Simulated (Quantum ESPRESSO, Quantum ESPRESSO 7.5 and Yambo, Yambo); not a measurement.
# Quasiparticle gap of SiC (P6_3mc) in Yambo

How does a plane-wave GW calculation on SiC (P6_3mc) run from the first input to the gap?

Program: Quantum ESPRESSO 7.5 and Yambo 5.3.0. Level of theory: PBE and many-body steps on it, plane waves. Results are calculated unless marked as measured.

**The experiments to reproduce.**

- Gap 3.02 eV: band gap at cryogenic temperature; bulk crystal (literature value) (quoted in “Silicon carbide diodes for neutron detection”, 2020, arxiv:2009.14696).

- Gap 3 eV: optical absorption onset, approximate; UV-Vis-NIR transmission; bulk crystal (400 micron semi-insulating 6H-SiC wafer) (“Effects of energetic ion irradiation on WSe2/SiC heterostructures”, 2017, pmc:5482891).

- Gap 3.03 eV: indirect gap, experimental literature value; quoted from earlier experiment; bulk crystal (quoted in “Charge spill-out and work function of few-layer graphene on SiC(0001)”, 2018, arxiv:1806.04908).

This is a report of a sequence of runs, with most program output left out.

## 1. The starting structure

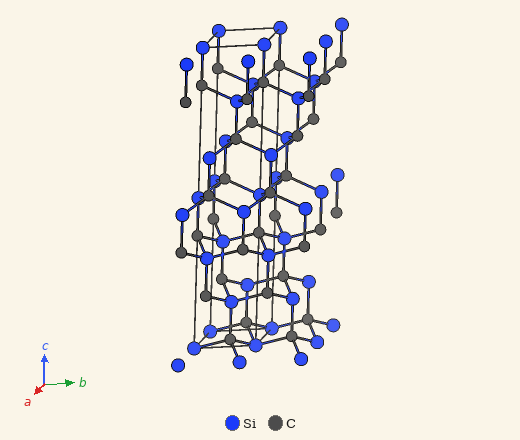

The cell as given, slightly off an axis (silicon blue, carbon dark grey). 2×2×1 cells are drawn. Bonds to atoms that aren't drawn are left out. Some periodic images of atoms are drawn too.

The cell and positions are those that the Materials Project relaxed with its own functionals (PBE, PBE+U or r2SCAN), kept fixed.

## 2. Ground state

This step: Quantum ESPRESSO 7.5; DFT, PBE, plane waves, norm-conserving pseudopotentials.

The ground-state density comes first.

The input, pw.in:

```
&control
  calculation = 'scf'
  prefix = 'x'
  outdir = 'o'
  pseudo_dir = 'pseudo'
/
&system
  ibrav = 0
  nat = 12
  ntyp = 2
  ecutwfc = 74.0
  nbnd = 34
  force_symmorphic = .true.
/
&electrons
  conv_thr = 1e-10
  electron_maxstep = 80
  mixing_beta = 0.5
/
ATOMIC_SPECIES
  Si 28.085 Si.upf
  C 12.011 C.upf
CELL_PARAMETERS angstrom
  3.0766210102 -0.0000000000 0.0000000000
  -1.5383105051 2.6644319527 0.0000000000
  0.0000000000 0.0000000000 15.0980843200
ATOMIC_POSITIONS crystal
  Si 0.3333333333 0.6666666667 0.8329861500
  Si 0.6666666667 0.3333333333 0.3329861500
  Si 0.6666666667 0.3333333333 0.6665006000
  Si 0.3333333333 0.6666666667 0.1665006000
  Si 0.0000000000 0.0000000000 0.4997294200
  Si 0.0000000000 0.0000000000 0.9997294200
  C 0.0000000000 0.0000000000 0.8743664100
  C 0.0000000000 0.0000000000 0.3743664100
  C 0.3333333333 0.6666666667 0.7079967800
  C 0.6666666667 0.3333333333 0.2079967800
  C 0.6666666667 0.3333333333 0.5415216400
  C 0.3333333333 0.6666666667 0.0415216400
K_POINTS automatic
  6 6 2 0 0 0
```

On the command line:

```
OMP_NUM_THREADS=1 mpirun -n 4 pw.x -nk 4 -in pw.in > pw.out
```

Wall time 28 s (4 MPI ranks of Arm Neoverse V2, shared host); peak memory 0.53 GiB; 1.9 min of CPU time.

Numbers from this step:

| Item | Value |
| --- | --- |
| total energy | -1676.7190 eV |
| gap | 2.027 eV |
| k of the valence top | 0, 0, 0 |
| k of the conduction bottom | 0, -0.5, 0 |
| least direct gap | 3.130 eV |

The gap is indirect, with the least direct gap 1.10 eV higher.

## 3. Bands along the symmetry lines

The cheap functional maps the bands first; the places of the edges decide which points the dearer methods must see.

The input, pw.in:

```
&control
  calculation = 'bands'
  prefix = 'x'
  outdir = 'o'
  pseudo_dir = 'pseudo'
/
&system
  ibrav = 0
  nat = 12
  ntyp = 2
  ecutwfc = 74.0
  nbnd = 30
  force_symmorphic = .true.
/
&electrons
  conv_thr = 1e-9
  electron_maxstep = 80
  diago_full_acc = .true.
  diago_thr_init = 5e-6
/
ATOMIC_SPECIES
  Si 28.085 Si.upf
  C 12.011 C.upf
CELL_PARAMETERS angstrom
  3.0766210102 -0.0000000000 0.0000000000
  -1.5383105051 2.6644319527 0.0000000000
  0.0000000000 0.0000000000 15.0980843200
ATOMIC_POSITIONS crystal
  Si 0.3333333333 0.6666666667 0.8329861500
  Si 0.6666666667 0.3333333333 0.3329861500
  Si 0.6666666667 0.3333333333 0.6665006000
  Si 0.3333333333 0.6666666667 0.1665006000
  Si 0.0000000000 0.0000000000 0.4997294200
  Si 0.0000000000 0.0000000000 0.9997294200
  C 0.0000000000 0.0000000000 0.8743664100
  C 0.0000000000 0.0000000000 0.3743664100
  C 0.3333333333 0.6666666667 0.7079967800
  C 0.6666666667 0.3333333333 0.2079967800
  C 0.6666666667 0.3333333333 0.5415216400
  C 0.3333333333 0.6666666667 0.0415216400
K_POINTS crystal
  75
  0.00000000 0.00000000 0.00000000 1
  0.06250000 0.00000000 0.00000000 1
  0.12500000 0.00000000 0.00000000 1
  0.18750000 0.00000000 0.00000000 1
  0.25000000 0.00000000 0.00000000 1
  0.31250000 0.00000000 0.00000000 1
  0.37500000 0.00000000 0.00000000 1
  0.43750000 0.00000000 0.00000000 1
  0.50000000 0.00000000 0.00000000 1
  0.47916667 0.04166667 0.00000000 1
  0.45833333 0.08333333 0.00000000 1
  0.43750000 0.12500000 0.00000000 1
  0.41666666 0.16666666 0.00000000 1
  0.39583333 0.20833333 0.00000000 1
  0.37500000 0.25000000 0.00000000 1
  0.35416666 0.29166666 0.00000000 1
  0.33333333 0.33333333 0.00000000 1
  0.29166666 0.29166666 0.00000000 1
  0.25000000 0.25000000 0.00000000 1
  0.20833333 0.20833333 0.00000000 1
  0.16666666 0.16666666 0.00000000 1
  0.12500000 0.12500000 0.00000000 1
  0.08333333 0.08333333 0.00000000 1
  0.04166667 0.04166667 0.00000000 1
  0.00000000 0.00000000 0.00000000 1
  0.00000000 0.00000000 0.06250000 1
  0.00000000 0.00000000 0.12500000 1
  0.00000000 0.00000000 0.18750000 1
  0.00000000 0.00000000 0.25000000 1
  0.00000000 0.00000000 0.31250000 1
  0.00000000 0.00000000 0.37500000 1
  0.00000000 0.00000000 0.43750000 1
  0.00000000 0.00000000 0.50000000 1
  0.06250000 0.00000000 0.50000000 1
  0.12500000 0.00000000 0.50000000 1
  0.18750000 0.00000000 0.50000000 1
  0.25000000 0.00000000 0.50000000 1
  0.31250000 0.00000000 0.50000000 1
  0.37500000 0.00000000 0.50000000 1
  0.43750000 0.00000000 0.50000000 1
  0.50000000 0.00000000 0.50000000 1
  0.47916667 0.04166667 0.50000000 1
  0.45833333 0.08333333 0.50000000 1
  0.43750000 0.12500000 0.50000000 1
  0.41666666 0.16666666 0.50000000 1
  0.39583333 0.20833333 0.50000000 1
  0.37500000 0.25000000 0.50000000 1
  0.35416666 0.29166666 0.50000000 1
  0.33333333 0.33333333 0.50000000 1
  0.29166666 0.29166666 0.50000000 1
  0.25000000 0.25000000 0.50000000 1
  0.20833333 0.20833333 0.50000000 1
  0.16666666 0.16666666 0.50000000 1
  0.12500000 0.12500000 0.50000000 1
  0.08333333 0.08333333 0.50000000 1
  0.04166667 0.04166667 0.50000000 1
  0.00000000 0.00000000 0.50000000 1
  0.50000000 0.00000000 0.50000000 1
  0.50000000 0.00000000 0.43750000 1
  0.50000000 0.00000000 0.37500000 1
  0.50000000 0.00000000 0.31250000 1
  0.50000000 0.00000000 0.25000000 1
  0.50000000 0.00000000 0.18750000 1
  0.50000000 0.00000000 0.12500000 1
  0.50000000 0.00000000 0.06250000 1
  0.50000000 0.00000000 0.00000000 1
  0.33333333 0.33333333 0.50000000 1
  0.33333333 0.33333333 0.43750000 1
  0.33333333 0.33333333 0.37500000 1
  0.33333333 0.33333333 0.31250000 1
  0.33333333 0.33333333 0.25000000 1
  0.33333333 0.33333333 0.18750000 1
  0.33333333 0.33333333 0.12500000 1
  0.33333333 0.33333333 0.06250000 1
  0.33333333 0.33333333 0.00000000 1
```

It took 33 s on 4 MPI ranks; peak memory 0.41 GiB; 2.2 min of CPU time.

Numbers from this step:

- gap: 2.022 eV
- k of the valence top: 0, 0, 0
- k of the conduction bottom: 0.5, 0, 0.1875
- least direct gap: 3.130 eV

The gap is 2.022 eV, −0.004 eV from the run before at this level.

Electronic bands along the path, in eV, zero at the top of the highest filled band:

```
    point  band 21  band 22  band 23  band 24  band 25  band 26  band 27  band 28
        Γ    -0.30    -0.04     0.00     0.00     5.20     5.37     5.78     6.30
        M    -1.82    -1.79    -1.67    -1.10     2.03     2.22     3.22     3.90
        K    -3.16    -2.22    -2.08    -2.08     3.49     3.49     3.78     5.08
        Γ    -0.30    -0.04     0.00     0.00     5.20     5.37     5.78     6.29
        A    -0.10    -0.10    -0.10    -0.10     5.27     5.27     6.02     6.02
        L    -1.72    -1.72    -1.31    -1.31     2.07     2.07     3.44     3.44
        H    -2.64    -2.64    -2.27    -2.27     3.68     3.68     4.35     4.35
        A    -0.10    -0.10    -0.10    -0.10     5.27     5.27     6.02     6.02
jump to L    -1.72    -1.72    -1.31    -1.31     2.07     2.07     3.44     3.44
        M    -1.82    -1.79    -1.67    -1.10     2.03     2.22     3.22     3.90
jump to H    -2.64    -2.64    -2.27    -2.27     3.68     3.68     4.35     4.35
        K    -3.16    -2.22    -2.08    -2.08     3.49     3.49     3.78     5.08
```

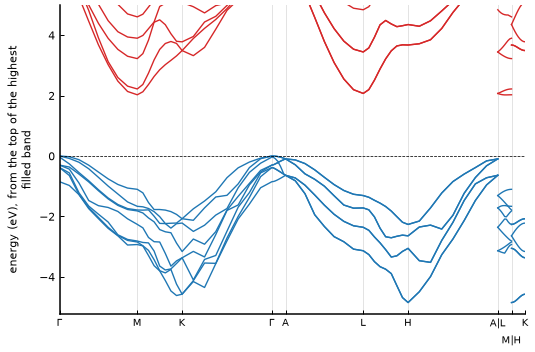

Electronic bands along the path; lines of filled and empty bands in two colours.

## 4. Empty states on the mesh, 6×6×1 mesh, 206 bands

The sums over transitions need many empty states on a uniform mesh; this step solves for them.

The input, pw.in:

```
&control
  calculation = 'nscf'
  prefix = 'x'
  outdir = 'o'
  pseudo_dir = 'pseudo'
/
&system
  ibrav = 0
  nat = 12
  ntyp = 2
  ecutwfc = 74.0
  nbnd = 206
  force_symmorphic = .true.
/
&electrons
  conv_thr = 1e-9
  electron_maxstep = 80
  diago_full_acc = .true.
  diago_thr_init = 5e-6
/
ATOMIC_SPECIES
  Si 28.085 Si.upf
  C 12.011 C.upf
CELL_PARAMETERS angstrom
  3.0766210102 -0.0000000000 0.0000000000
  -1.5383105051 2.6644319527 0.0000000000
  0.0000000000 0.0000000000 15.0980843200
ATOMIC_POSITIONS crystal
  Si 0.3333333333 0.6666666667 0.8329861500
  Si 0.6666666667 0.3333333333 0.3329861500
  Si 0.6666666667 0.3333333333 0.6665006000
  Si 0.3333333333 0.6666666667 0.1665006000
  Si 0.0000000000 0.0000000000 0.4997294200
  Si 0.0000000000 0.0000000000 0.9997294200
  C 0.0000000000 0.0000000000 0.8743664100
  C 0.0000000000 0.0000000000 0.3743664100
  C 0.3333333333 0.6666666667 0.7079967800
  C 0.6666666667 0.3333333333 0.2079967800
  C 0.6666666667 0.3333333333 0.5415216400
  C 0.3333333333 0.6666666667 0.0415216400
K_POINTS automatic
  6 6 1 0 0 0
```

Run time: 33 s. Hardware: 4 MPI ranks; peak memory 0.92 GiB.

This step gave:

```
gap                                                           : 2.027 eV
k of the valence top                                          : 0, 0, 0
k of the conduction bottom                                    : 0, -0.5, 0
least direct gap                                              : 3.130 eV
k points computed                                             : 7
lowest point of the top converged band, above the valence top : 62.6751 eV
```

On this mesh the gap is 2.027 eV.

## 5. Conversion and set-up

This step: Yambo 5.3.0; conversion and set-up on PBE, plane waves, norm-conserving pseudopotentials.

The states are converted to the many-body program's format and the q mesh is built.

On the command line:

```
(cd o/x.save; p2y > p2y.log; mv SAVE ../..); yambo > setup.log
```

Run time: 2.2 s. Hardware: 1 MPI rank; peak memory 0.24 GiB.

## 6. Screening and self-energy, 6×6×1 mesh, 206 bands, screening to 122.5 eV

Now the one-shot GW correction: screening in the RPA, then the self-energy of the levels asked for.

This step: G0W0 on PBE, plane waves, norm-conserving pseudopotentials.

The input, gw1.in:

```
HF_and_locXC
gw0
dyson
ppa
em1d
rim_cut
RandQpts= 1000000
RandGvec= 1 RL
EXXRLvcs= 74 Ry
VXCRLvcs= 296 Ry
Chimod= "HARTREE"
% BndsRnXp
 1 | 206 |
%
NGsBlkXp= 9 Ry
% LongDrXp
 1 | 1 | 1 |
%
% GbndRnge
 1 | 206 |
%
DysSolver= "n"
ExtendOut
PPAPntXp= 27.21138 eV
% QPkrange
 1 | 7 | 10 | 28 |
%
```

On the command line:

```
OMP_NUM_THREADS=1 mpirun -n 4 yambo -F gw1.in -J gw1 -C gw1 > gw1.log
```

It took 24 min on 4 MPI ranks; peak memory 2.6 GiB.

Numbers from this step:

* G0W0 gap on the mesh: 2.617 eV
* starting gap on the mesh: 2.027 eV
* k of the valence top: 0, 0, 0
* k of the conduction bottom: 0, -0.5, 0
* least direct G0W0 gap on the computed points: 3.884 eV
* Z at the valence top: 0.8014
* Z at the conduction bottom: 0.8238

The gap on the mesh goes from 2.03 eV to 2.62 eV, a correction of +0.59 eV.

Limits: finite bands, cutoff and mesh; coarse k mesh. v1 is the top filled band, c1 the lowest empty one. The levels before and after the correction (eV, zero at the valence-band top of each column):

```
           conduction bottom  valence top
Kohn-Sham               2.03         0.00
     G0W0               2.62         0.00
```

```
                   level  energy (eV)
Kohn-Sham           Γ v3       -0.037
Kohn-Sham        Γ v2-v1        0.000
Kohn-Sham           Γ c1        5.203
Kohn-Sham           Γ c2        5.373
Kohn-Sham           Γ c3        5.784
Kohn-Sham  (0 -0.5 0) v3       -1.788
Kohn-Sham  (0 -0.5 0) v2       -1.667
Kohn-Sham  (0 -0.5 0) v1       -1.103
Kohn-Sham  (0 -0.5 0) c1        2.027
Kohn-Sham  (0 -0.5 0) c2        2.219
Kohn-Sham  (0 -0.5 0) c3        3.224
     G0W0           Γ v3       -0.038
     G0W0        Γ v2-v1        0.000
     G0W0           Γ c1        6.014
     G0W0           Γ c2        6.176
     G0W0           Γ c3        6.591
     G0W0  (0 -0.5 0) v3       -2.044
     G0W0  (0 -0.5 0) v2       -1.885
     G0W0  (0 -0.5 0) v1       -1.267
     G0W0  (0 -0.5 0) c1        2.617
     G0W0  (0 -0.5 0) c2        2.807
     G0W0  (0 -0.5 0) c3        3.858
```

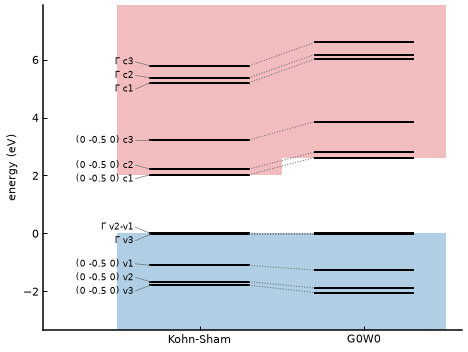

Levels before and after the correction. Shaded: valence and conduction bands.

## 7. Where the time went

Times are wall times on the hardware named with each run, good to a factor of about two.

```
                          step    time  share  memory (GiB)
                  ground state    28 s    2 %          0.53
bands along the symmetry lines    33 s    2 %          0.41
      empty states on the mesh    33 s    2 %          0.92
         conversion and set-up   2.2 s    0 %          0.24
     screening and self-energy  24 min   94 %           2.6
```

## 8. Outcome

```yaml
pbe_gap: 2.02 eV, indirect
g0w0_gap_on_the_mesh: 2.62 eV
gw_settings: 6×6×1 mesh, 206 bands, screening to 122.5 eV, Godby-Needs plasmon pole
known_limits: not at the basis limit; coarse k mesh
```

What this shows: G0W0 moves the gap on the mesh from 2.03 eV to 2.62 eV (+0.59 eV), with Z of 0.80 and 0.82 at the edges. The dearest step here is «screening and self-energy». Against experiment, by G0W0@PBE: the gap of 2.61 eV lies −0.41 eV from the measured 3.02 eV (kind not stated, quoted 2020); the gap of 2.61 eV lies −0.39 eV from the measured 3 eV (optical, 2017); the gap of 2.61 eV lies −0.42 eV from the measured 3.03 eV (indirect, quoted 2018). An exciton line or allowed optical edge lies below the quasiparticle gap by the binding energy; a forbidden edge can push the onset above it. The calculation has static nuclei and no excitons; a measured gap holds zero-point and thermal motion, which mostly lowers it. Bands and cutoff are finite, so the gap is not at the basis limit. The miss can reach some tenths of an eV and take either sign; the mesh is an error of its own. The 6×6×1 mesh is coarse for this cell, which bears on the long-range parts of exchange and screening.

[Paths, hosts, dates, memory and timing lines, banners, echoed tables and standing remarks are left out of the program output.]

[Logs are printed without paths, hosts, clocks, repeated set-up lines and the standing remarks that a program may print on its own settings, such as how far it seeks lower states.]

[Runs of the session that timed out or met a known fault of the program may be left out.]

[Hosts, paths, dates, database ids (printed as entryN), source tags and the programs' standing remarks are cut or masked in the printed files.]
